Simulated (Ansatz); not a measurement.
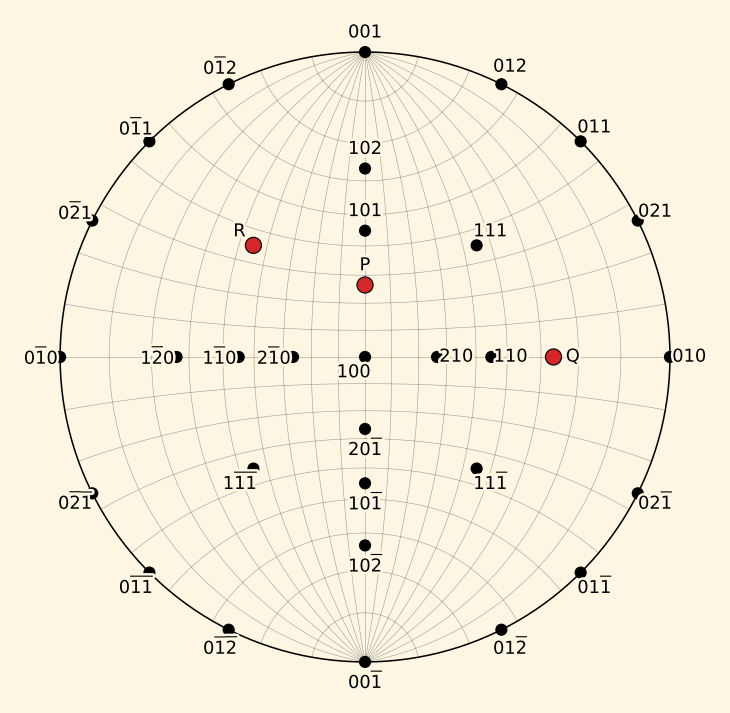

For Si, the geometry relaxed with Ansatz 0.2.0, DFT, BLYP, plane waves (420 eV) with PAW, scalar-relativistic; the starting structure was generated, so it need not be a known form of this composition: stereographic projection of plane normals (upper hemisphere) centred on (1 0 0). Geometry calculated from the standardised cell; symmetry tolerance 0.002 Å.

a = 4.050 Å, b = 4.050 Å, c = 4.050 Å, α = 90.00°, β = 90.00°, γ = 90.00°.

### Index the poles marked P, Q, R.

P is (2 0 1), 26.6° from the centre; Q is (1 2 0), 63.4° from the centre; R is (1 −1 1), 54.7° from the centre.

### What is the angle between the normals of (0 −1 −1) and (1 0 −2), and what are their d_hkl = 1/|g|?

50.8°; d = 2.864 Å and 1.811 Å.
